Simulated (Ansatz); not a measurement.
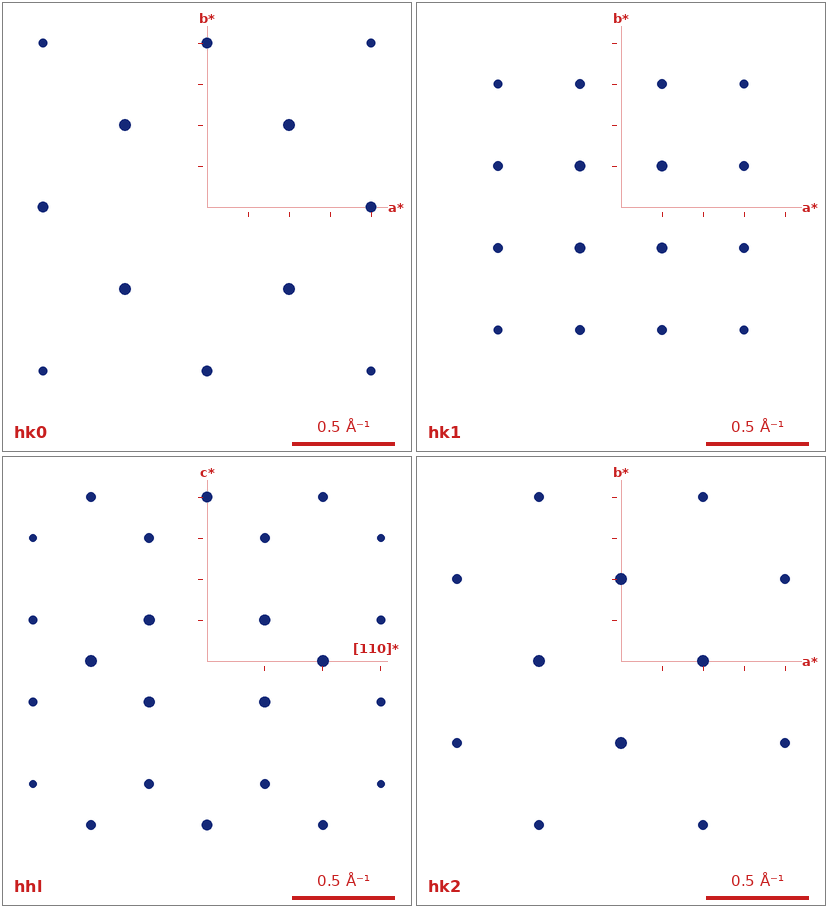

Simulated precession-type sections (X-rays; kinematic intensities, B = 0.5 Å²). The ticks mark integer indices of the conventional cell.

The compound is Co. Structure: the end point of a relaxation with Ansatz 0.2.0, DFT, RPBE, plane waves (420 eV) with PAW, scalar-relativistic; the starting structure was generated, so it need not be a known form of this composition.

**What cell do the layers give?**

a* = 0.201, b* = 0.201, c* = 0.201 Å⁻¹; the cell is cubic with a = 4.97 Å.

**Which reflection conditions do the layers show?**

Reflections are present only under these conditions. hkl: h + k = 2n, h + l = 2n; hk0: h = 2n, h + k = 4n; hhl: h + l = 2n; h00: h = 4n. The lattice is face-centred (F). Further gaps, such as 2 2 2, 4 4 2, come from atoms on special positions, not from the group's general conditions.

**Which space groups fit?**

The intensities have Laue symmetry m-3m (the hk0 layer shows 4mm, hk1 shows 4mm). With these conditions only Fd-3m (No. 227) fits.
